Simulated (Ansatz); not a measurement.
System: Pt, space group Fm-3m (No. 225) (one of a set of cubic test structures, which need not be the stable phase).

Calculation (Ansatz 0.2.0 development build): equation of state of a cubic crystal from periodic Kohn-Sham density functional theory without spin, third-order Birch-Murnaghan fit to the free energies; pressure corrected for the finite basis. Level: HSE06.

structure type fcc; atoms in cell 1; space group number 225; lattice centring face-centred primitive; k mesh 6×6×6; occupation method Fermi–Dirac; occupation width 0.1 eV; wave cutoff 420 eV; datasets soft-1 PAW; density tolerance 1e−07 eV; bands 13; density cutoff ratio 4; search for lower states default; exchange singularity Wigner-Seitz.

What does the calculation give for the energy above the lowest point and pressure against volume? The volume takes the values 14.39, 14.86, 15.33, 15.80, 16.27 Å³/atom.

A third-order Birch–Murnaghan fit gives V0 = 14.98 Å³/atom, B0 = 281 GPa. The energy above the lowest point is 21.6 meV/atom at volume 14.39 Å³/atom and 77.9 meV/atom at 16.27 Å³/atom; the lowest computed point is at volume 14.86 Å³/atom (0.0 meV/atom). The pressure falls from 12.7 GPa at volume 14.39 Å³/atom to −17.7 GPa at 16.27 Å³/atom, and changes sign near 14.99 Å³/atom.

| volume (Å³/atom) | energy above the lowest point (meV/atom) | pressure (GPa) |
| --- | --- | --- |
| 14.39 | 21.6 | 12.7 |
| 14.86 | 0.0 | 2.3 |
| 15.33 | 5.9 | −6.1 |
| 15.80 | 33.5 | −12.5 |
| 16.27 | 77.9 | −17.7 |

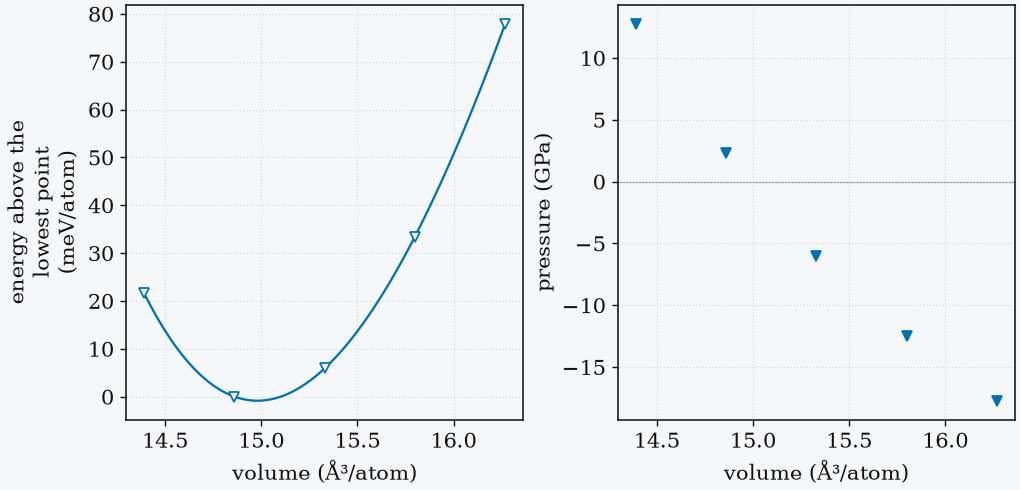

Keep in mind: coarse k-mesh, values are not converged in k.
